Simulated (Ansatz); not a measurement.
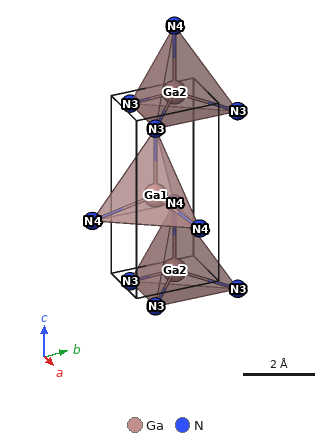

Figure 1. The input geometry of run 1 (polyhedral view of the cell of the calculation, seen slightly off an axis; polyhedra are completed across the faces of the cell; atoms are numbered from 1 in the order of the input).

## Two runs on GaN

System: GaN (4 atoms in the cell).
Method of run 1: Kohn-Sham DFT of a periodic cell, SVWN5, Ansatz PAW, no spin polarisation (Ansatz 0.2.0).

The structure derives from an entry of the Crystallography Open Database. Text and figures count atoms from 1; the logs count them from 0 in places.

## Input file, run 1
```yaml
crystal:
  lattice:
    - [3.18, 0.0, 0.0]
    - [-1.59, 2.753960784, 0.0]
    - [0.0, 0.0, 5.166]
  atoms:
    - { symbol: Ga, position: [0.6666666667, 0.3333333333, 0.5] }
    - { symbol: Ga, position: [0.3333333333, 0.6666666667, 0.0] }
    - { symbol: "N", position: [0.6666666667, 0.3333333333, 0.875] }
    - { symbol: "N", position: [0.3333333333, 0.6666666667, 0.375] }
hamiltonian:
  xc: { exchange: slater, correlation: vwn5 }
  pseudopotentials: { kind: paw }
kpoints:
  mp_grid: { grid: [10, 10, 5] }
scf:
  occupations: { method: fermi_dirac, width: 0.05 }
output:
  forces: true
  stress: true
relax:
  f_tol: 0.01
  max_steps: 40
  cell: { stress_tol: 0.05 }
```

Command:
```bash
ansatz run input.yaml --threads 2 --pin off --max-ram 5120MiB --backend cpu --events-out ev --progress --plain --runs-dir out
```

Hardware: 2 threads of Arm Neoverse N1, 24 GiB of memory available, shared host.

## Output, shortened to warnings, some set-up lines, iterations and results (run 1)
```
Basis set: ecut = 420 eV, 881 PW (Γ)
Symmetry: 12 space group operations
k-points: 42 of 500 (time reversal used)
Initial density: superposition of atomic densities (neutral atoms: chi_scale 0, normalization atom), corrected by the library's trained network
[...]
SCF iter   1: F=—  HF=-8165.013754 eV  |F-HF|=—  |Δ(HF+E_count)|=         —  Δρ=1.34e-2  dr2=7.77e-2  ethr=1.77e-3  ⟨swp⟩=5.0  Hψ=3719  notcnv=0
SCF iter   2: F=—  HF=-8164.991945 eV  |F-HF|=—  |Δ(HF+E_count)|=   2.18e-2  Δρ=3.59e-3  dr2=3.29e-3  ethr=2.16e-4  ⟨swp⟩=2.2  Hψ=1681  notcnv=0
SCF iter   3: F=—  HF=-8164.991039 eV  |F-HF|=—  |Δ(HF+E_count)|=   9.06e-4  Δρ=1.62e-3  dr2=5.65e-4  ethr=9.15e-6  ⟨swp⟩=1.1  Hψ=935  notcnv=0
SCF iter   4: F=—  HF=-8164.990846 eV  |F-HF|=—  |Δ(HF+E_count)|=   1.93e-4  Δρ=1.16e-4  dr2=3.40e-6  ethr=1.57e-6  ⟨swp⟩=2.3  Hψ=1521  notcnv=0
SCF iter   5: F=—  HF=-8164.990845 eV  |F-HF|=—  |Δ(HF+E_count)|=   4.88e-7  Δρ=1.58e-5  dr2=1.19e-7  ethr=9.44e-9  ⟨swp⟩=1.3  Hψ=1052  notcnv=0
[... 43 lines ...]
SCF iter   2: F=—  HF=-8165.008078 eV  |F-HF|=—  |Δ(HF+E_count)|=   3.48e-6  Δρ=2.01e-6  dr2=1.09e-9  ethr=1.32e-11  ⟨swp⟩=2.1  Hψ=1682  notcnv=0
SCF iter   3: F=—  HF=-8165.008078 eV  |F-HF|=—  |Δ(HF+E_count)|=  7.73e-11  Δρ=1.19e-6  dr2=4.38e-10  ethr=3.04e-12  ⟨swp⟩=2.1  Hψ=1433  notcnv=0
SCF iter   4: F=-8165.008078 eV  HF=-8165.008078 eV  |F-HF|=2.73e-12  |Δ(HF+E_count)|=  1.22e-10  Δρ=1.96e-7  dr2=1.64e-11  ethr=1.00e-12  ⟨swp⟩=2.9  Hψ=3575  notcnv=0
SCF 8 converged in 4 iterations: F = -8165.008078 eV  dr2 = 1.64e-11
relax step   8: F+E_penalty+E_count = -8165.00807811 eV  Δ(F+E_penalty+E_count) = +6.463e-5 eV  max|allowed force component| = 1.474e-5 eV/Å  Δτ_max = 0.0000 Å  P = -0.003 …
basis re-selected at this cell: Δ(F+E_penalty+E_count) = +6.463e-5 eV, ΔP = -0.002 GPa vs the last step (what re-selecting the basis moved, of the pressure what is left beyond the Pulay correction that the steps carried, after the strain that the cell walked since its last selection, with what the …
SCF converged after 4 iterations
Free energy (F): -8165.008078 eV
Harris-Foulkes:  -8165.008078 eV  (|F-HF|=2.73e-12)
Internal energy: -8165.008078 eV  (E = F + TS)
E sigma→0 (E₀):  -8165.008078 eV
Fermi energy:    10.946051 eV
--- Per-component energies (eV) ---
  E_band       = -8.891809
  E_kinetic    = 496.190021
  E_local      = -3858.251649  (includes V_loc(G=0)·N_el)
  E_nonlocal   = 955.557828
  E_hartree    = 1774.661754
  E_xc         = -256.598612
  E_vxc        = -269.598101  (∫ρ·V_xc dr)
  E_paw        = -4070.940556  (= ΣΔE_a)
  E_vpaw       = -882.113402  (= ΣTr[D̂ρ^β])
  E_aug_tail   = 0.000031  (compensation charges beyond the density's cutoff)
  E_ewald      = -3209.246233
  E_core_change = 3.619338  (= ΣΔE_core)
  E_smearing   = -0.000000  (= −TS)
  E_closure    = -0.000000  (closes the sum)
  Σ components = -8165.008078   (vs F -8165.008078, Δ=0.00e0)
--- Forces (eV/Å), atoms counted from 1 ---
  atom   1  Ga     0.00000000     0.00000000    -0.00001429
  atom   2  Ga    -0.00000000    -0.00000000    -0.00001429
  atom   3  N      0.00000000     0.00000000     0.00001519
  atom   4  N      0.00000000    -0.00000000     0.00001519
  max |Σ_I F_I| component: 1.81e-6 eV/Å
--- Stress (GPa, compression-positive) ---
       -0.004942      -0.000000      -0.000000
       -0.000000      -0.004942       0.000000
       -0.000000       0.000000      -0.000484
  P = ⅓ Tr σ = -0.0035 GPa (-0.035 kbar)
--- Relaxed structure (6 steps of the walk, 6 accepted, 2 SCFs on fresh bases) ---
  F+E_penalty+E_count = -8165.00807811 eV   max|allowed force component| = 1.474e-5 eV/Å   (the final SCF, on the basis selected at the relaxed cell)
  cell:  # Å, volume = 44.1774 Å³
    - [3.1511593521753967, 5.336591872976123e-19, -5.991640986283416e-18]
    - [-1.5755796760876983, 2.7289840503568077, 2.995820493141707e-18]
    - [-9.733590357023302e-18, -1.877472033443032e-33, 5.137224136986334]
  atoms:
    - { symbol: Ga, position: [0.6666666666666665, 0.3333333333333333, 0.4992946436200084] }
[...]
```

For run 2 the input was changed thus:
```diff
-  xc: { exchange: slater, correlation: vwn5 }
+  xc: blyp
+  write_density: true
+  write_potential: true
+  elf: true
+  volumetric_format: npy
```

How does run 2 compare with run 1?

The total energies belong to different methods, so their difference says nothing on which is more stable or more accurate. The volume per atom goes from 11.04 to 12.14 Å³. The functional changes from one typed by its parts (see the input) to BLYP. The SCF takes 46 iterations over all geometry steps against 37. On the same kind of shared host run 2 took about 1.4 times as long.

## Output, shortened to warnings, some set-up lines, iterations and results (run 2)
```
Basis set: ecut = 420 eV, 881 PW (Γ), exchange–correlation on 48×48×72 points (8 copies of the dense FFT grid, shifted against one another)
Symmetry: 12 space group operations
k-points: 42 of 500 (time reversal used)
Initial density: superposition of atomic densities (neutral atoms: chi_scale 0, normalization atom), corrected by the library's trained network
[...]
SCF iter   1: F=—  HF=-8358.097195 eV  |F-HF|=—  |Δ(HF+E_count)|=         —  Δρ=1.76e-2  dr2=1.21e-1  ethr=1.77e-3  ⟨swp⟩=4.9  Hψ=3674  notcnv=0
SCF iter   2: F=—  HF=-8358.063144 eV  |F-HF|=—  |Δ(HF+E_count)|=   3.41e-2  Δρ=2.57e-3  dr2=3.53e-3  ethr=3.35e-4  ⟨swp⟩=2.0  Hψ=1593  notcnv=0
SCF iter   3: F=—  HF=-8358.062534 eV  |F-HF|=—  |Δ(HF+E_count)|=   6.11e-4  Δρ=1.57e-3  dr2=1.12e-3  ethr=9.80e-6  ⟨swp⟩=2.8  Hψ=1791  notcnv=0
SCF iter   4: F=—  HF=-8358.062461 eV  |F-HF|=—  |Δ(HF+E_count)|=   7.31e-5  Δρ=6.17e-4  dr2=2.21e-4  ethr=3.11e-6  ⟨swp⟩=2.7  Hψ=1843  notcnv=0
SCF iter   5: F=—  HF=-8358.062359 eV  |F-HF|=—  |Δ(HF+E_count)|=   1.02e-4  Δρ=1.39e-4  dr2=5.93e-6  ethr=6.15e-7  ⟨swp⟩=2.0  Hψ=1674  notcnv=0
[... 52 lines ...]
SCF iter   4: F=—  HF=-8358.190239 eV  |F-HF|=—  |Δ(HF+E_count)|=   6.84e-6  Δρ=2.09e-6  dr2=1.41e-9  ethr=8.81e-11  ⟨swp⟩=2.0  Hψ=1680  notcnv=0
SCF iter   5: F=—  HF=-8358.190239 eV  |F-HF|=—  |Δ(HF+E_count)|=   6.69e-9  Δρ=9.05e-7  dr2=4.44e-10  ethr=3.92e-12  ⟨swp⟩=2.1  Hψ=1609  notcnv=0
SCF iter   6: F=-8358.190239 eV  HF=-8358.190239 eV  |F-HF|=7.09e-11  |Δ(HF+E_count)|=  8.24e-10  Δρ=2.38e-7  dr2=1.27e-11  ethr=1.00e-12  ⟨swp⟩=4.0  Hψ=4677  notcnv=0
SCF 8 converged in 6 iterations: F = -8358.190239 eV  dr2 = 1.27e-11
relax step   8: F+E_penalty+E_count = -8358.19023914 eV  Δ(F+E_penalty+E_count) = -3.793e-4 eV  max|allowed force component| = 5.152e-5 eV/Å  Δτ_max = 0.0000 Å  P = +0.022 …
basis re-selected at this cell: Δ(F+E_penalty+E_count) = -3.793e-4 eV, ΔP = +0.005 GPa vs the last step (what re-selecting the basis moved, of the pressure what is left beyond the Pulay correction that the steps carried, after the strain that the cell walked since its last selection, with what the …
SCF converged after 6 iterations
Free energy (F): -8358.190239 eV
Harris-Foulkes:  -8358.190239 eV  (|F-HF|=7.09e-11)
Internal energy: -8358.190239 eV  (E = F + TS)
E sigma→0 (E₀):  -8358.190239 eV
Fermi energy:    9.993870 eV
--- Per-component energies (eV) ---
  E_band       = -28.114956
  E_kinetic    = 492.178134
  E_local      = -3997.792732  (includes V_loc(G=0)·N_el)
  E_nonlocal   = 941.946693
  E_hartree    = 1836.134081
  E_xc         = -252.487562
  E_vxc        = -260.829522  (∫ρ·V_xc dr)
  E_paw        = -4268.517865  (= ΣΔE_a)
  E_vpaw       = -875.885826  (= ΣTr[D̂ρ^β])
  E_aug_tail   = -0.000014  (compensation charges beyond the density's cutoff)
  E_ewald      = -3109.687933
  E_core_change = 0.036961  (= ΣΔE_core)
  E_smearing   = -0.000000  (= −TS)
  E_closure    = -0.000000  (closes the sum)
  Σ components = -8358.190239   (vs F -8358.190239, Δ=0.00e0)
--- Forces (eV/Å), atoms counted from 1 ---
  atom   1  Ga     0.00000000     0.00000000     0.00004459
  atom   2  Ga     0.00000000    -0.00000000     0.00004459
  atom   3  N     -0.00000000     0.00000000    -0.00005845
  atom   4  N      0.00000000    -0.00000000    -0.00005845
  max |Σ_I F_I| component: 2.77e-5 eV/Å
--- Stress (GPa, compression-positive) ---
        0.024420       0.000000      -0.000000
       -0.000000       0.024420       0.000000
       -0.000000       0.000000       0.017156
  P = ⅓ Tr σ = 0.0220 GPa (0.220 kbar)
--- Relaxed structure (6 steps of the walk, 6 accepted, 2 SCFs on fresh bases) ---
  F+E_penalty+E_count = -8358.19023914 eV   max|allowed force component| = 5.152e-5 eV/Å   (the final SCF, on the basis selected at the relaxed cell)
  cell:  # Å, volume = 48.5580 Å³
    - [3.2514082629681487, -1.3213182952975125e-18, 2.0141663352114076e-17]
    - [-1.6257041314840743, 2.8158021538050515, -1.0070831676057038e-17]
    - [3.2720702162790363e-17, -1.385926295794895e-33, 5.303803837317849]
  atoms:
    - { symbol: Ga, position: [0.6666666666666665, 0.33333333333333326, 0.4992420461100036] }
[...]
```

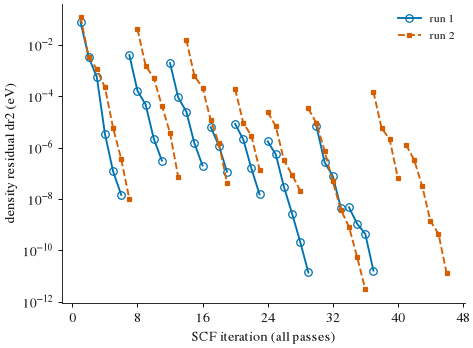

Figure 2. Convergence of the two runs: density residual dr2 against the SCF iteration. A break in a curve parts two SCF passes. Run 1 takes 37 iterations in all, and run 2 takes 46.

## The two runs side by side

| quantity | run 1 | run 2 |
| --- | --- | --- |
| outcome | converged | converged |
| free energy per atom (eV) | −2041.2520 | −2089.5476 |
| pressure (GPa) | 0.00 | 0.02 |
| volume per atom (Å³) | 11.04 | 12.14 |
| largest force (eV/Å) | 0.000 | 0.000 |
| SCF iterations | 37 | 46 |
| irreducible k-points | 42 | 42 |
| gap on the mesh (eV) | – | 1.57 |
| wall time (shared host) | 21 s | 30 s |

For run 2: Points of doubt noted for this run: forces on files of another functional.
